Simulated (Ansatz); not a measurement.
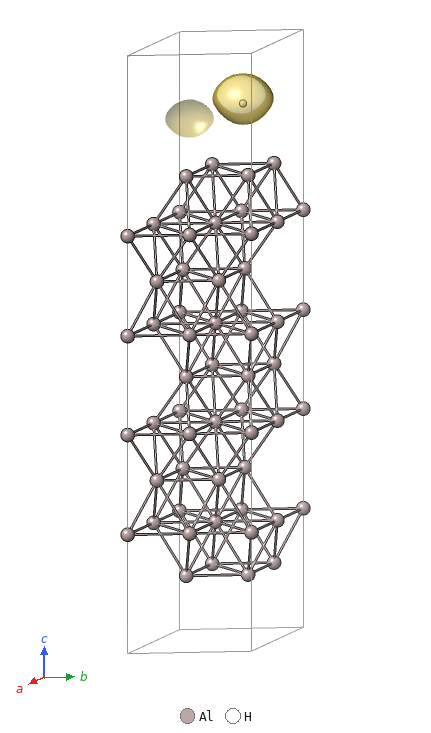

*Al36H (slab). Isosurface of the electron localisation function at 0.85 (yellow), seen at an oblique angle. Core shells and regions of very low density are left out. Sticks mark near contacts.*

Not relaxed (largest force 1.1 eV/Å); computed without spin polarisation; PAW files of the earlier set (soft_1).

Level of theory: DFT PBE+D3(BJ), scalar-relativistic, plane waves, PAW (Ansatz 0.2.0).

Core electrons are frozen (PAW), and the valence fields are smoothed inside the atomic spheres.

```cif
data_structure
_symmetry_space_group_name_H-M 'P 1'
_symmetry_Int_Tables_number 1
_cell_length_a 5.6288
_cell_length_b 5.6288
_cell_length_c 35.9074
_cell_angle_alpha 90.000
_cell_angle_beta 90.000
_cell_angle_gamma 120.000
_cell_volume 985.26
loop_
_atom_site_label
_atom_site_type_symbol
_atom_site_fract_x
_atom_site_fract_y
_atom_site_fract_z
_atom_site_occupancy
Al1 Al 0.16667 0.33333 0.11140 1
Al2 Al 0.16667 0.83333 0.11140 1
Al3 Al 0.66667 0.33333 0.11140 1
Al4 Al 0.66667 0.83333 0.11140 1
Al5 Al 0.00000 0.00000 0.17574 1
Al6 Al 0.00000 0.50000 0.17574 1
Al7 Al 0.50000 0.00000 0.17574 1
Al8 Al 0.50000 0.50000 0.17574 1
Al9 Al 0.33333 0.16667 0.24008 1
Al10 Al 0.33333 0.66667 0.24008 1
Al11 Al 0.83333 0.16667 0.24008 1
Al12 Al 0.83333 0.66667 0.24008 1
Al13 Al 0.00000 0.00000 0.30442 1
Al14 Al 0.00000 0.50000 0.30442 1
Al15 Al 0.50000 0.00000 0.30442 1
Al16 Al 0.50000 0.50000 0.30442 1
Al17 Al 0.16667 0.33333 0.36825 1
Al18 Al 0.16667 0.83333 0.36825 1
Al19 Al 0.66667 0.33333 0.36825 1
Al20 Al 0.66667 0.83333 0.36825 1
Al21 Al 0.00000 0.00000 0.43207 1
Al22 Al 0.00000 0.50000 0.43207 1
Al23 Al 0.50000 0.00000 0.43207 1
Al24 Al 0.50000 0.50000 0.43207 1
Al25 Al 0.33333 0.16667 0.49678 1
Al26 Al 0.33333 0.66667 0.49678 1
Al27 Al 0.83333 0.16667 0.49678 1
Al28 Al 0.83333 0.66667 0.49678 1
Al29 Al 0.00000 0.00000 0.56112 1
Al30 Al 0.00000 0.50000 0.56112 1
Al31 Al 0.50000 0.00000 0.56112 1
Al32 Al 0.50000 0.50000 0.56112 1
Al33 Al 0.16667 0.33333 0.62682 1
Al34 Al 0.16667 0.83333 0.62682 1
Al35 Al 0.66667 0.33333 0.62682 1
Al36 Al 0.66667 0.83333 0.62682 1
H1 H 0.16667 0.58333 0.70480 1
```

Q: Identify the bonds, lone pairs and shells in this picture.

A: The surface consists of one region around a hydrogen nucleus, counted in one cell of 37 atoms. Counts are for one cell; the picture repeats the cell along the surface.

Values along the shortest contacts:
Al–Al (2.81 Å): the ELF peaks at about 0.65 between the atoms. Al–H (3.13 Å): the ELF climbs to about 1 towards the hydrogen.

Q: Metal or insulator at this level of theory?

A: It is gapless in this calculation (a metal or semimetal).
